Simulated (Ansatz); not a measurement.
Geometry relaxation, with input and output: Si16C (part 2 of 3)

Si16C (defect cell, 17 atoms in the cell); DFT PBE, scalar-relativistic, plane waves, PAW, no spin polarisation (Ansatz 0.2.0); cutoff 420 eV, 2×2×2 k-mesh, Gaussian smearing of 0.01 eV. The structure derives from an entry of the Crystallography Open Database.

Geometry of the input (Å; fractional positions):
```
0.0000  5.4697  5.4697
5.4697  0.0000  5.4697
5.4697  5.4697  0.0000
Si 0.3750  0.3750  0.3750
Si 0.3750  0.3750  0.8750
Si 0.3750  0.8750  0.3750
Si 0.3735  0.8743  0.8819
Si 0.8750  0.3750  0.3750
Si 0.8785  0.3737  0.8735
Si 0.8797  0.8710  0.3778
Si 0.8884  0.8711  0.8755
Si 0.2500  0.2500  0.2500
Si 0.2483  0.2479  0.7482
Si 0.2589  0.7465  0.2369
Si 0.2476  0.7493  0.7595
Si 0.7503  0.2382  0.2556
Si 0.7402  0.2498  0.7566
Si 0.7419  0.7523  0.2572
Si 0.7500  0.7500  0.7500
C  0.0034  -0.0064  0.0010
```

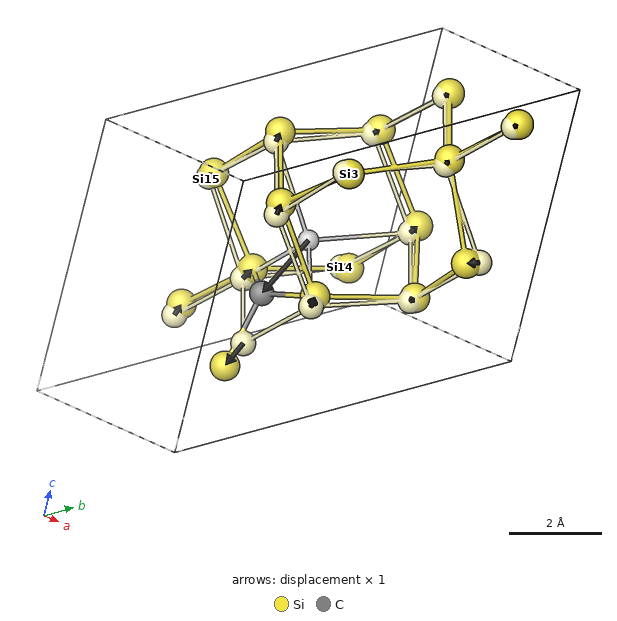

**Figure 1.** Start (faint) and end (solid) with the displacements as black arrows, at true length (ball-and-stick view of the cell of the calculation (origin shifted), seen slightly off an axis). The largest move is that of C17, 1.55 Å. Largest moves by element: C 1.55 Å, Si 0.64 Å. The lattice vectors keep their values. Among the contacts that change: Si6–C17 2.400 → 3.882 Å, Si7–C17 2.380 → 3.567 Å, Si12–C17 2.657 → 1.769 Å, Si8–Si12 2.269 → 2.837 Å. New bonds form: Si12–C17 (2.66 → 1.77 Å). Among the angles that change: Si16–Si4–C17 177.6° → 131.6°, Si16–Si8–C17 177.4° → 131.8°, Si10–Si4–C17 71.1° → 108.4°. After 15 geometry steps the energy has fallen by 111 meV per atom. Largest force component: 1.3 eV/Å at the start, 0.019 eV/Å at the end. The line search rejected the trial step at point 13 (counted from 0) and went back. (Atoms are counted from 1 in the order of the input.)

```
SCF converged after 5 iterations
Free energy (F): -10419.127294 eV
Harris-Foulkes:  -10419.127294 eV  (|F-HF|=1.11e-8)
Internal energy: -10419.127294 eV  (E = F + TS)
E sigma→0 (E₀):  -10419.127294 eV
Fermi energy:    6.591056 eV
--- Per-component energies (eV) ---
  E_band       = 76.873370
  E_kinetic    = 739.818214
  E_local      = -630.810284  (includes V_loc(G=0)·N_el)
  E_nonlocal   = 442.028643
  E_hartree    = 189.995711
  E_xc         = -931.502316
  E_vxc        = -808.048531  (∫ρ·V_xc dr)
  E_paw        = -8303.679595  (= ΣΔE_a)
  E_vpaw       = -46.108830  (= ΣTr[D̂ρ^β])
  E_aug_tail   = 0.000102  (compensation charges beyond the density's cutoff)
  E_ewald      = -1924.977769
  E_smearing   = -0.000000  (= −TS)
  E_closure    = 0.000000  (closes the sum)
  Σ components = -10419.127294   (vs F -10419.127294, Δ=0.00e0)
--- Forces (eV/Å), atoms counted from 1 ---
  atom   1  Si     0.00296781    -0.00605445     0.00068095
  atom   2  Si     0.00763607    -0.00161767     0.00917414
  atom   3  Si     0.01015016     0.00078376     0.00321733
  atom   4  Si    -0.00348787    -0.00717179    -0.00285581
  atom   5  Si     0.00080187     0.00062640     0.00744444
  atom   6  Si    -0.01055502     0.00271716    -0.00595893
  atom   7  Si    -0.00711304     0.00157245    -0.00395457
  atom   8  Si    -0.00037922    -0.00773751     0.00779364
  atom   9  Si    -0.00030714     0.01282202    -0.01262341
  atom  10  Si    -0.01002083     0.01742372    -0.00126255
  atom  11  Si     0.01148662    -0.00041702     0.00431433
  atom  12  Si     0.00322777    -0.00063659    -0.01851180
  atom  13  Si    -0.00082238    -0.00256033     0.00351515
  atom  14  Si    -0.01318431     0.00926028    -0.01088702
  atom  15  Si     0.01338942     0.00463293     0.00315893
  atom  16  Si     0.01381689    -0.01678758     0.01442438
  atom  17  C     -0.01764226    -0.00697815     0.00226517
  max |Σ_I F_I| component: 1.22e-4 eV/Å
--- Band table (eV; the first three rows and the last of 8) ---
  k-point 0: bands = ["-6.7205", "-4.9812", "-3.5425", "-3.4881", "-3.4114", "-2.6174", "-2.0333", "-1.9125", "-1.6533", "-1.5945", "-1.5543", "-1.0899", "-0.8612", "-0.7944", "-0.6199", "2.0597", "2.4424", "2.9872", "3.0771", "3.4321", "3.4818", "3.5422", "4.0357", "4.3444", "4.8298", "4.8764", "4.9327", "4.9406", "5.1315", "5.1893", "5.3738", "5.7833", "6.0964", "6.1782", "6.2411", "6.6283", "6.9190", "7.0963", "7.2652", "7.3941", "7.4593", "7.4726", "8.1411", "8.5028", "8.6225", "8.6243", "9.0704", "9.1510", "9.1973", "9.4369", "9.4999"]
  k-point 1: bands = ["-6.5801", "-4.9361", "-4.2061", "-3.2582", "-3.2548", "-3.0665", "-3.0275", "-2.8620", "-1.3786", "-0.6855", "-0.4805", "-0.2411", "-0.2202", "-0.0501", "1.2591", "1.7724", "2.2430", "2.4141", "2.5638", "2.6486", "2.6763", "2.7868", "2.9244", "3.4637", "3.9169", "3.9410", "4.0089", "4.1832", "4.2321", "4.8775", "5.3531", "5.3844", "5.4942", "6.4607", "7.2236", "7.3183", "7.6391", "7.6587", "7.8460", "7.9755", "8.0928", "9.0759", "9.1596", "9.6271", "9.6287", "10.1304", "10.4708", "10.5427", "10.5761", "10.7160", "10.7307"]
  k-point 2: bands = ["-6.5772", "-4.9848", "-4.1201", "-3.2951", "-3.2607", "-3.0238", "-3.0214", "-2.8637", "-1.5165", "-0.6720", "-0.5166", "-0.2050", "-0.1794", "-0.0511", "1.3975", "1.7078", "2.2696", "2.4305", "2.4365", "2.6759", "2.6806", "2.7724", "3.1406", "3.5895", "3.7742", "3.8232", "4.0540", "4.1029", "4.1913", "4.8709", "5.3106", "5.3164", "5.6071", "6.5538", "7.1107", "7.3368", "7.5261", "7.7075", "7.7830", "7.9728", "8.0482", "9.0730", "9.2342", "9.6409", "9.6466", "10.2270", "10.3131", "10.5377", "10.5990", "10.7322", "10.8226"]
  k-point 7: bands = ["-6.5680", "-4.9433", "-4.3358", "-3.2380", "-3.1207", "-3.0577", "-2.9843", "-2.9010", "-1.2416", "-0.8868", "-0.3403", "-0.2025", "-0.0468", "0.0169", "0.5913", "1.7550", "2.0576", "2.2779", "2.4899", "2.6157", "2.6893", "2.7550", "3.4156", "3.6227", "3.8711", "3.9269", "4.0585", "4.1767", "4.6541", "5.0123", "5.1850", "5.3137", "5.5764", "6.4304", "7.2658", "7.3378", "7.6404", "7.7333", "7.7807", "7.9173", "8.1215", "8.7421", "9.2955", "9.4328", "9.8089", "10.0307", "10.1666", "10.4794", "10.5224", "10.7692", "10.8035"]
--- Relaxed structure (16 steps of the walk, 15 accepted, 0 SCFs on fresh bases) ---
  F+E_penalty+E_count = -10419.12729407 eV   max|allowed force component| = 1.851e-2 eV/Å
  atoms:
    - { symbol: Si, position: [0.3663958355490852, 0.3931889033320162, 0.37586996899557246] }
    - { symbol: Si, position: [0.39080920005458986, 0.3261730406699138, 0.8922645419090907] }
    - { symbol: Si, position: [0.3730964171288364, 0.8896774096907429, 0.3643001975674077] }
    - { symbol: Si, position: [0.3266883702411041, 0.9019650777918966, 0.8984149578194714] }
    - { symbol: Si, position: [0.8646201117613697, 0.3931107802969691, 0.3762691205233699] }
    - { symbol: Si, position: [0.8569865101155046, 0.40257645055592695, 0.8836521482180146] }
    - { symbol: Si, position: [0.8551477261747342, 0.8885001372351655, 0.4014734135419471] }
    - { symbol: Si, position: [0.8749773108982256, 0.9013927226330739, 0.8984705701070088] }
    - { symbol: Si, position: [0.2376145133625202, 0.263995741917677, 0.2609007600663636] }
    - { symbol: Si, position: [0.2308617278289287, 0.26828911520092535, 0.7488674513500355] }
    - { symbol: Si, position: [0.2288013778134974, 0.7661841560521097, 0.2654916575445614] }
    - { symbol: Si, position: [0.3052786396112307, 0.6807731977043311, 0.7124771288091406] }
    - { symbol: Si, position: [0.7398743786557229, 0.26244740084222123, 0.25820267417576614] }
    - { symbol: Si, position: [0.7521807767338545, 0.26780863751172335, 0.7492861109739243] }
    - { symbol: Si, position: [0.7397534433757922, 0.7661328826547567, 0.26550880576459723] }
    - { symbol: Si, position: [0.7243330193520336, 0.7765905226202245, 0.7760420353484575] }
    - { symbol: C, position: [0.14337551414297123, -0.18103958420967164, -0.10382307661472784] }
```

Trajectory as extended XYZ (Å, eV, eV/Å), 16 frames, from step=1 to step=16:
```
17
Lattice="0.0000 5.4697 5.4697 5.4697 0.0000 5.4697 5.4697 5.4697 0.0000" Properties=species:S:1:pos:R:3:forces:R:3 step=1 energy=-10417.23925
Si    4.1023    4.1023    4.1023   -0.2968   0.1297   0.0456
Si    6.8371    6.8371    4.1023    0.1265  -0.3411  -0.3792
Si    6.8371    4.1023    6.8371    0.1849  -0.1323  -0.4965
Si    9.6063    6.8668    6.8253   -0.2718  -1.1328   0.2351
Si    4.1023    6.8371    6.8371    0.1897  -0.1061  -0.3209
Si    6.8217    9.5831    6.8491   -0.2486   0.3602  -1.0329
Si    6.8305    6.8781    9.5759   -0.8696  -0.3524   0.3688
Si    9.5535    9.6478    9.6237    1.2913  -0.3533  -0.3248
Si    2.7348    2.7348    2.7348    0.0065  -0.0204  -0.1534
Si    5.4484    5.4508    2.7142    0.2338   0.2632   0.2859
Si    5.3785    2.7115    5.4990    1.2811   0.7508  -0.6549
Si    8.2525    5.5082    5.4527   -0.8240   0.1594   0.6264
Si    2.7011    5.5024    5.4069    0.2890  -0.2625   0.6436
Si    5.5046    8.1872    5.4152   -0.6456   0.3447   0.6158
Si    5.5218    5.4650    8.1732   -0.5599   0.2959   0.4145
Si    8.2045    8.2045    8.2045    0.1961   0.4004   0.1930
C    -0.0296    0.0238   -0.0163   -0.0824  -0.0034  -0.0660
17
Lattice="0.0000 5.4697 5.4697 5.4697 0.0000 5.4697 5.4697 5.4697 0.0000" Properties=species:S:1:pos:R:3:forces:R:3 step=2 energy=-10417.57560
Si    4.0889    4.1132    4.0984   -0.0063   0.0034  -0.0317
Si    6.8377    6.8422    4.0990    0.0573  -0.1816  -0.1577
Si    6.8319    4.1172    6.8347    0.0731  -0.0759  -0.2417
Si    9.6140    6.8346    6.8087    0.0892  -0.4889  -0.0958
Si    4.1025    6.8277    6.8349    0.0116  -0.0282  -0.0977
Si    6.8024    9.6018    6.7942   -0.2621   0.2022  -0.4096
Si    6.8140    6.8455    9.5942   -0.4675  -0.2120   0.2590
Si    9.6093    9.6298    9.6271    0.5170  -0.0020   0.0215
Si    2.7327    2.7374    2.7153   -0.0204   0.0418   0.0596
Si    5.4710    5.4608    2.7284    0.0219   0.1198   0.2249
Si    5.4383    2.7451    5.4732    0.3494   0.3938  -0.1873
Si    8.2194    5.4875    5.4612   -0.3357   0.1197   0.2287
Si    2.7229    5.4925    5.4445    0.2053  -0.1176   0.1600
Si    5.4712    8.1766    5.4535   -0.1035   0.0211   0.1577
Si    5.4887    5.4793    8.1895   -0.1200   0.0881   0.1446
Si    8.2029    8.2263    8.2071    0.1369   0.1116   0.0212
C    -0.0404    0.0252   -0.0268   -0.1463   0.0047  -0.0556
17
Lattice="0.0000 5.4697 5.4697 5.4697 0.0000 5.4697 5.4697 5.4697 0.0000" Properties=species:S:1:pos:R:3:forces:R:3 step=3 energy=-10417.71129
Si    4.0878    4.1587    4.0749    0.0287   0.0215   0.0128
Si    6.8802    6.7962    4.0742   -0.0505   0.0667   0.0259
Si    6.8678    4.1776    6.8571   -0.0704  -0.0445   0.0099
Si    9.6852    6.8377    6.7371    0.1841  -0.0820  -0.0588
Si    4.0958    6.7941    6.8775   -0.0503   0.0178   0.0005
Si    6.7200    9.6173    6.6991    0.0829  -0.0058   0.2142
Si    6.7550    6.8355    9.6907    0.0430  -0.0587  -0.1309
Si    9.6705    9.5585    9.6548    0.1348   0.2198   0.0838
Si    2.7361    2.7563    2.7251    0.0769  -0.0251   0.0298
Si    5.4807    5.4840    2.7278    0.0237  -0.0502  -0.0538
Si    5.4855    2.8939    5.4661   -0.0636  -0.0844   0.0671
Si    8.2436    5.4764    5.4592    0.0315   0.0375   0.0327
Si    2.7514    5.4836    5.4741   -0.0917   0.0016  -0.0054
Si    5.4676    8.0606    5.4632    0.1202  -0.0172   0.0117
Si    5.4788    5.4826    8.2483    0.1183   0.0156  -0.0919
Si    8.1862    8.2167    8.1829   -0.3404  -0.0343  -0.1315
C    -0.1848    0.0132   -0.0752   -0.1773   0.0218  -0.0161
17
Lattice="0.0000 5.4697 5.4697 5.4697 0.0000 5.4697 5.4697 5.4697 0.0000" Properties=species:S:1:pos:R:3:forces:R:3 step=4 energy=-10417.77151
Si    4.0950    4.1638    4.0988    0.0199  -0.0074   0.0199
Si    6.8918    6.8162    4.0910    0.0132   0.0722   0.0510
Si    6.8821    4.1458    6.8419    0.0077   0.0215   0.0667
Si    9.7113    6.8120    6.7453    0.1995   0.0449   0.0303
Si    4.0920    6.8027    6.8553    0.0109   0.0317   0.0234
Si    6.7178    9.6327    6.7297    0.2106  -0.1380   0.2416
Si    6.7382    6.8085    9.6667    0.1625   0.0655  -0.1277
Si    9.6944    9.5850    9.6448    0.1055   0.0686  -0.0389
Si    2.7620    2.7576    2.7370    0.0061  -0.0308  -0.0124
Si    5.4950    5.4881    2.7656   -0.0546   0.0004  -0.0414
Si    5.4931    2.8711    5.4614   -0.0785  -0.0775   0.0561
Si    8.2474    5.4790    5.4679    0.0153  -0.0271  -0.0614
Si    2.7338    5.4828    5.4785   -0.1195   0.0216  -0.0560
Si    5.4812    8.0852    5.4734    0.0101  -0.0070  -0.0655
Si    5.4894    5.4787    8.1957    0.0058  -0.0742  -0.1326
Si    8.1594    8.2087    8.1723   -0.2534  -0.0018  -0.0365
C    -0.2767    0.0249   -0.0884   -0.2610   0.0373   0.0836
17
Lattice="0.0000 5.4697 5.4697 5.4697 0.0000 5.4697 5.4697 5.4697 0.0000" Properties=species:S:1:pos:R:3:forces:R:3 step=5 energy=-10417.91071
Si    4.0997    4.1641    4.1345   -0.0212  -0.0475   0.0048
Si    6.9103    6.8455    4.1148    0.0854   0.0085  -0.0115
Si    6.9165    4.1131    6.8196    0.1266   0.0417   0.0433
Si    9.7570    6.7907    6.7715    0.1707   0.2733   0.2129
Si    4.0842    6.8164    6.8113    0.0476   0.0300  -0.0202
Si    6.7478    9.6195    6.8075    0.1911  -0.3084   0.1313
Si    6.7227    6.7847    9.6132    0.2077   0.3338  -0.2315
Si    9.7390    9.6238    9.6135    0.1980  -0.2107  -0.2180
Si    2.7955    2.7535    2.7454   -0.0222   0.0034  -0.0219
Si    5.5130    5.4851    2.8151   -0.0041   0.0433   0.0244
Si    5.5069    2.8393    5.4602    0.0275  -0.0315  -0.0203
Si    8.2711    5.4858    5.4671   -0.1337  -0.0432  -0.0749
Si    2.6873    5.4804    5.4759   -0.0449  -0.0036  -0.0167
Si    5.5029    8.1261    5.4790   -0.0337   0.0959  -0.0362
Si    5.5041    5.4737    8.1020   -0.0397  -0.1058   0.0216
Si    8.1186    8.1922    8.1741    0.1889  -0.0346   0.1812
C    -0.4693    0.0488   -0.0676   -0.9440  -0.0445   0.0317
17
Lattice="0.0000 5.4697 5.4697 5.4697 0.0000 5.4697 5.4697 5.4697 0.0000" Properties=species:S:1:pos:R:3:forces:R:3 step=6 energy=-10418.22310
Si    4.1010    4.1637    4.1480   -0.0601   0.0033  -0.0053
Si    6.9216    6.8592    4.1186    0.0321  -0.0603  -0.0628
Si    6.9377    4.1049    6.8177    0.0906   0.0381   0.0100
Si    9.7750    6.8001    6.7918    0.1623   0.0421   0.1930
Si    4.0893    6.8186    6.7924   -0.0432  -0.0226  -0.0472
Si    6.7835    9.5850    6.8519    0.1349  -0.1037   0.0115
Si    6.7382    6.8047    9.5731    0.2613   0.2302  -0.1470
Si    9.7599    9.6223    9.5910    0.1517  -0.0409  -0.2410
Si    2.8126    2.7503    2.7446    0.0338   0.0124  -0.0039
Si    5.5254    5.4813    2.8294    0.0750  -0.0223  -0.0209
Si    5.5212    2.8320    5.4577    0.1337  -0.0703  -0.1332
Si    8.2718    5.4868    5.4609   -0.4421   0.0040  -0.0464
Si    2.6629    5.4808    5.4741   -0.0221  -0.0113  -0.0034
Si    5.5142    8.1445    5.4798    0.1323   0.0744   0.1204
Si    5.5128    5.4689    8.0750    0.0432   0.0291   0.1195
Si    8.1446    8.1873    8.1954    0.3177  -0.0697   0.1404
C    -0.6642    0.0524   -0.0645   -1.0010  -0.0324   0.1163
17
Lattice="0.0000 5.4697 5.4697 5.4697 0.0000 5.4697 5.4697 5.4697 0.0000" Properties=species:S:1:pos:R:3:forces:R:3 step=7 energy=-10418.48151
Si    4.1020    4.1620    4.1509    0.0057  -0.0954  -0.0117
Si    6.9155    6.8661    4.1042   -0.0146   0.0345  -0.0114
Si    6.9370    4.0989    6.8248   -0.0065  -0.0015   0.0028
Si    9.7893    6.7917    6.8023    0.3308   0.2230   0.0518
Si    4.0922    6.8173    6.7838    0.0266   0.0661   0.0180
Si    6.8250    9.5635    6.8732    0.0754   0.0101  -0.0432
Si    6.7871    6.8344    9.5440    0.1857   0.0515  -0.0170
Si    9.7741    9.6299    9.5789    0.3501  -0.1560   0.0608
Si    2.8221    2.7499    2.7429    0.0931  -0.0111  -0.0291
Si    5.5397    5.4660    2.8278    0.0391  -0.0485  -0.0219
Si    5.5403    2.8187    5.4420   -0.0293  -0.0752   0.0273
Si    8.2204    5.4890    5.4563   -1.1591  -0.0224  -0.0160
Si    2.6599    5.4799    5.4716    0.0560   0.0041  -0.0072
Si    5.5330    8.1588    5.4927   -0.0343   0.0559  -0.0583
Si    5.5283    5.4839    8.0818    0.0208   0.0591   0.0608
Si    8.1996    8.1861    8.2047    0.2851   0.0084   0.0269
C    -0.8582    0.0465   -0.0449   -0.2250  -0.1025  -0.0325
17
Lattice="0.0000 5.4697 5.4697 5.4697 0.0000 5.4697 5.4697 5.4697 0.0000" Properties=species:S:1:pos:R:3:forces:R:3 step=8 energy=-10418.72360
Si    4.1216    4.1401    4.1466    0.0322   0.0007  -0.0409
Si    6.8808    6.8996    4.0655   -0.0365  -0.0556   0.0410
Si    6.9005    4.0696    6.8586   -0.0560   0.0800  -0.0148
Si    9.8109    6.7885    6.7853    0.3545  -0.1326  -0.0008
Si    4.1187    6.8269    6.7868    0.0295  -0.0272   0.0773
Si    6.8798    9.5490    6.8796    0.0461   0.0816   0.0088
Si    6.8644    6.8645    9.5241    0.0588  -0.0975   0.0541
Si    9.7990    9.6352    9.6096    0.3976  -0.0966  -0.1376
Si    2.8451    2.7472    2.7362    0.0338  -0.0095  -0.0237
Si    5.5493    5.4474    2.8099    0.0549   0.0043  -0.0574
Si    5.5567    2.7942    5.4295    0.0868  -0.0150   0.0134
Si    8.0564    5.4882    5.4555   -0.5986   0.0337   0.0220
Si    2.6984    5.4795    5.4694   -0.0086   0.0156  -0.0209
Si    5.5475    8.1776    5.5026    0.0795  -0.0566  -0.0523
Si    5.5407    5.5030    8.1166    0.0955   0.0111   0.0107
Si    8.2890    8.1991    8.2077    0.0595   0.0506  -0.0848
C    -1.0511    0.0328   -0.0467   -0.6292   0.2132   0.2057
```
